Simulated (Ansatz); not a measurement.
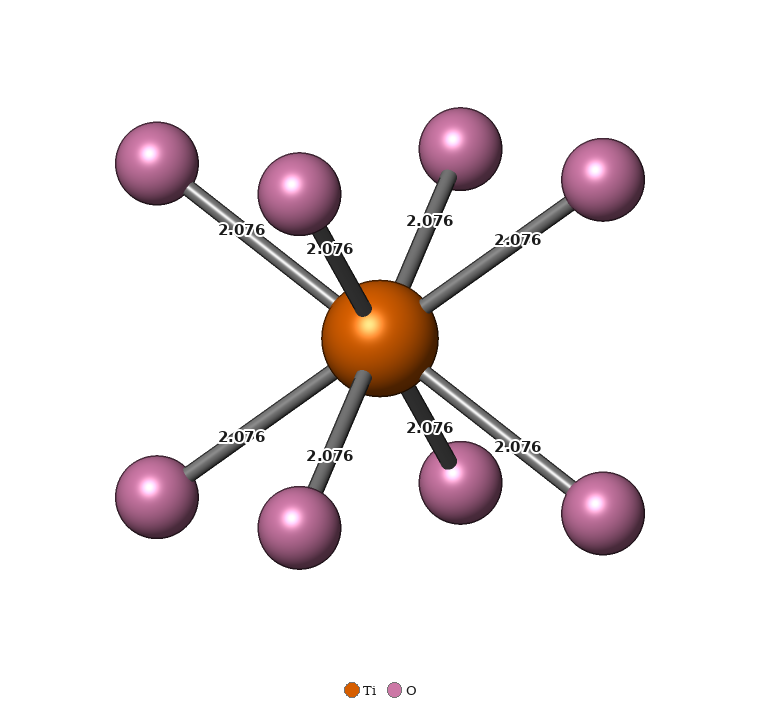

The surroundings of site Ti1 (at 0.000, 0.000, 0.000) in TiO2 in space group Fm-3m, with bond lengths in Å.

Origin of the cell: the input geometry of an electronic-structure calculation (not necessarily at equilibrium); the starting structure was generated, so it need not be a known form of this composition.

```
CELL_PARAMETERS angstrom
4.79365 0.00000 0.00000
0.00000 4.79365 0.00000
0.00000 0.00000 4.79365
ATOMIC_POSITIONS crystal
Ti 0.00000 0.00000 0.00000
O 0.25000 0.75000 0.75000
O 0.25000 0.25000 0.75000
Ti 0.00000 0.50000 0.50000
O 0.25000 0.25000 0.25000
O 0.25000 0.75000 0.25000
Ti 0.50000 0.00000 0.50000
O 0.75000 0.75000 0.25000
O 0.75000 0.25000 0.25000
Ti 0.50000 0.50000 0.00000
O 0.75000 0.25000 0.75000
O 0.75000 0.75000 0.75000
```

Bond valence s = exp((R0 − d)/b), R0 fitted to published crystal structures with b = 0.37 Å, summed over all anions within 5 Å; R0 in Å: Ti3+–O 1.778; Ti4+–O 1.801.

Which oxidation state of Ti do these bonds support?

With the Ti3+ parameters the computed sum is 8 × 0.447 = 3.58. With the Ti4+ parameters the computed sum is 8 × 0.476 = 3.80. The sum matches its own assumption best for Ti4+, which also balances the formula's charge.

And over the whole structure?

| site | x, y, z | formal valence | bond-valence sum | difference |
| --- | --- | --- | --- | --- |
| Ti1 | 0.000, 0.000, 0.000 | +4 | 3.87 | -0.13 |
| O1 | 0.250, 0.750, 0.750 | −2 | 1.94 | -0.06 |

These sums include all anions within 5 Å. The global instability index (root mean square of the differences over all atoms) is 0.09 v.u.: little strain. The cell was not relaxed for this table, and a volume that is off by a few per cent shifts all sums together.
